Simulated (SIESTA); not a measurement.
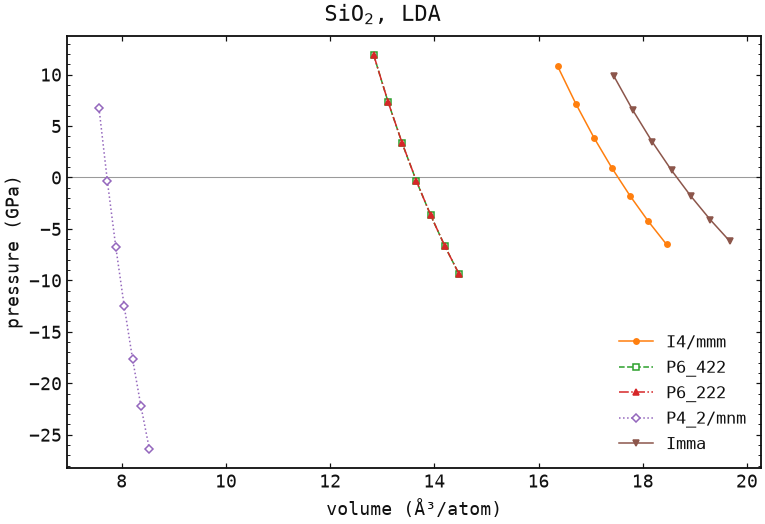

Figure. Pressure against volume, with one curve for each structure, for SiO₂.

Settings that differ: I4/mmm: k mesh 4×4×4; P6_422: k mesh 4×4×4; P6_222: k mesh 4×4×4; P4_2/mnm: k mesh 4×4×8; Imma: k mesh 4×4×4.

The fitted equilibrium volumes, smallest first, are P4_2/mnm 7.714, P6_422 13.626, P6_222 13.627, I4/mmm 17.520, Imma 18.649 Å³/atom. The fitted bulk moduli, smallest first, are Imma 129.3, I4/mmm 138.6, P6_222 176.0, P6_422 176.0, P4_2/mnm 324.7 GPa. For I4/mmm, the pressure falls from 10.79 GPa at volume 16.37 Å³/atom to −6.51 GPa at 18.46 Å³/atom, and changes sign near 17.52 Å³/atom. For P6_422, the pressure falls from 11.87 GPa at volume 12.84 Å³/atom to −9.41 GPa at 14.47 Å³/atom, and changes sign near 13.63 Å³/atom. For P6_222, the pressure falls from 11.87 GPa at volume 12.84 Å³/atom to −9.41 GPa at 14.48 Å³/atom, and changes sign near 13.63 Å³/atom.

Method: DFT in numerical atomic orbitals with pseudopotentials, no spin polarisation; energies at scaled volumes of the given cell, shape and fractions fixed, counted from the fit's minimum, third-order Birch-Murnaghan fit (SIESTA 5.4.2). Level: LDA.

- occupations: Fermi–Dirac
- smearing width: 0.05 eV
- potentials: PseudoDojo 0.4 standard, converted to PSML, two zetas on semicore shells

Limits of the calculation: mulliken charges of long orbitals; shape and atomic fractions are frozen while scaling, which makes layered, chain and framework solids too stiff.
